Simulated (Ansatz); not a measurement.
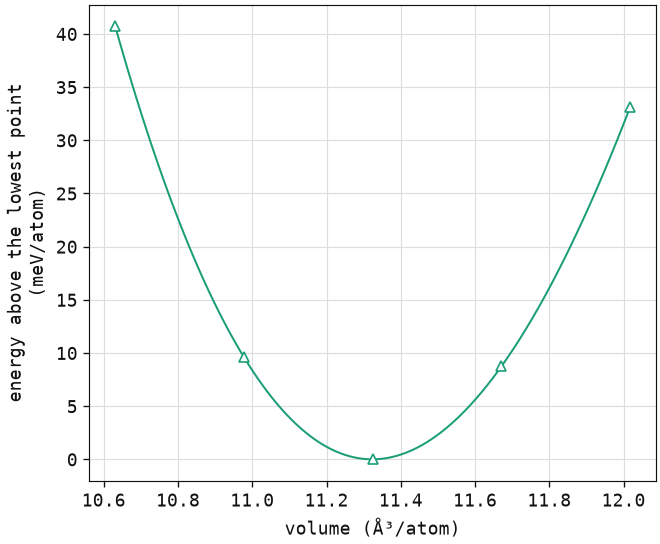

The plot gives the computed energy above the lowest point against volume.

Calculation (Ansatz 0.2.0 development build): equation of state of a cubic crystal from periodic Kohn-Sham density functional theory without spin, third-order Birch-Murnaghan fit to the free energies; pressure corrected for the finite basis. Level: r2SCAN.

### For which of these solids was it computed?
A. Cr, Im-3m (No. 229)
B. Pt, Fm-3m (No. 225)
C. ClO, Fm-3m (No. 225)

A, Cr: energy above the lowest point from 0.0 meV/atom to 40.7 meV/atom, V0 11.32 Å³/atom, B0 276 GPa. The others give: ClO, energy above the lowest point from 0.0 meV/atom to 15.4 meV/atom, V0 13.15 Å³/atom, B0 99.3 GPa; Pt, energy above the lowest point from 0.0 meV/atom to 53.5 meV/atom, V0 15.33 Å³/atom, B0 270 GPa.

For ClO, limits of the calculation: cubic model structure, not the ambient form; modest k-mesh, values are not fully converged in k; no spin polarisation, a magnetic state may lie lower.

For Cr, limits of the calculation: known magnet treated without spin, far from its ground state.
